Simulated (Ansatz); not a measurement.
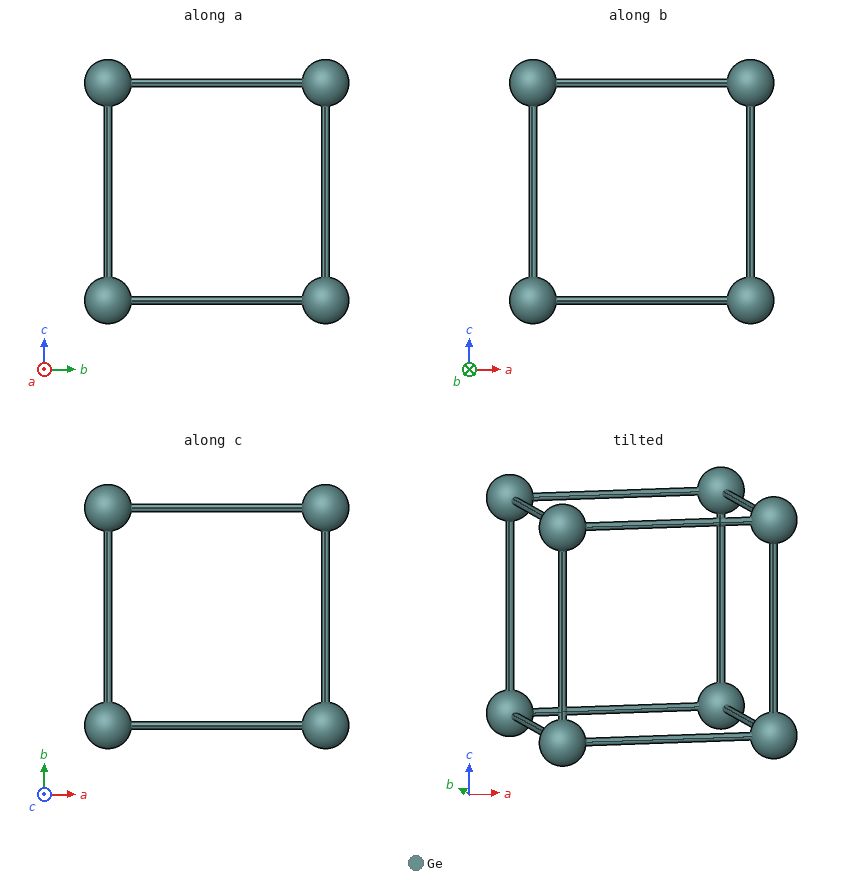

An orthographic ball-and-stick view of the structure, along the a axis, along the b axis, along the c axis and slightly off an axis. The conventional unit cell is drawn as a box.

Lattice parameters: a = 2.711 Å, b = 2.711 Å, c = 2.711 Å, α = 90.00°, β = 90.00°, γ = 90.00°. Put a along x and b in the xy plane.

Question: Put the structure into a POSCAR file.

Answer:
```
Ge
1.0
     2.711    0.000    0.000
     0.000    2.711    0.000
     0.000    0.000    2.711
Ge
1
Direct
  0.0000 0.0000 0.0000
```

Its origin is a random cell made by a generator, so it need not be a real form of the element. The final geometry of a relaxation with DFT PBE, scalar-relativistic, plane waves, PAW in Ansatz 0.2.0 is shown.
